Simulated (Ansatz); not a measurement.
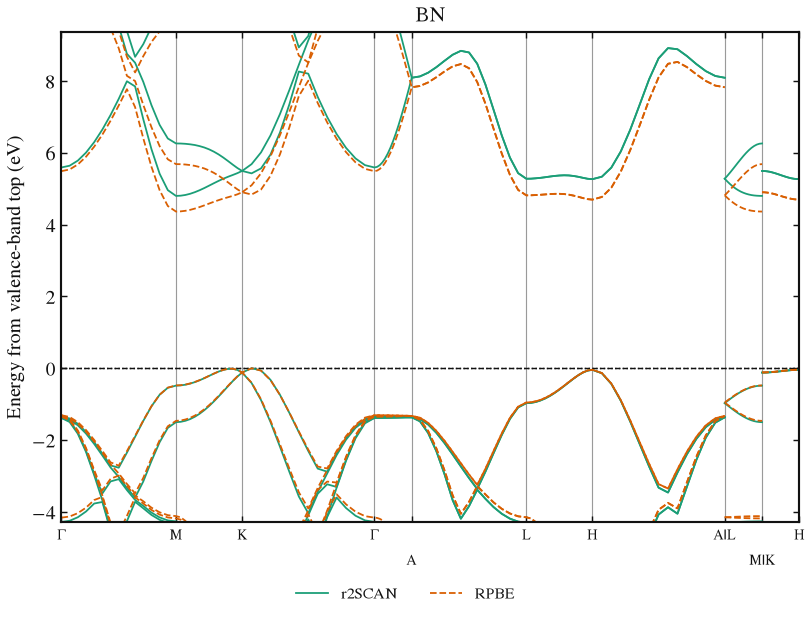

Band structures of layered hexagonal BN, space group P6_3/mmc, 4 atoms in the cell (a = 2.498 Å, c = 6.636 Å (hexagonal axes)), by two methods on the same cell. Each is counted from its own valence-band top.

Q: How do the methods compare?

A: r2SCAN gives a gap of 4.80 eV along the path and RPBE gives a gap of 4.37 eV along the path. Over the top 3 filled bands the two differ by 0.07 eV on average.

Settings. r2SCAN: Ansatz PAW, no spin polarisation, no spin-orbit coupling, 12×12×4 k mesh, 500 eV cutoff, Fermi-Dirac smearing of 0.05 eV (Ansatz 0.2.0). RPBE: Ansatz PAW, no spin polarisation, no spin-orbit coupling, 12×12×4 k mesh, 420 eV cutoff, Fermi-Dirac smearing of 0.05 eV (Ansatz 0.2.0).

The cell is at 9 GPa in RPBE and 1 GPa in r2SCAN. The PAW data sets were made with another functional. LDA, GGA and most meta-GGA functionals understate gaps.
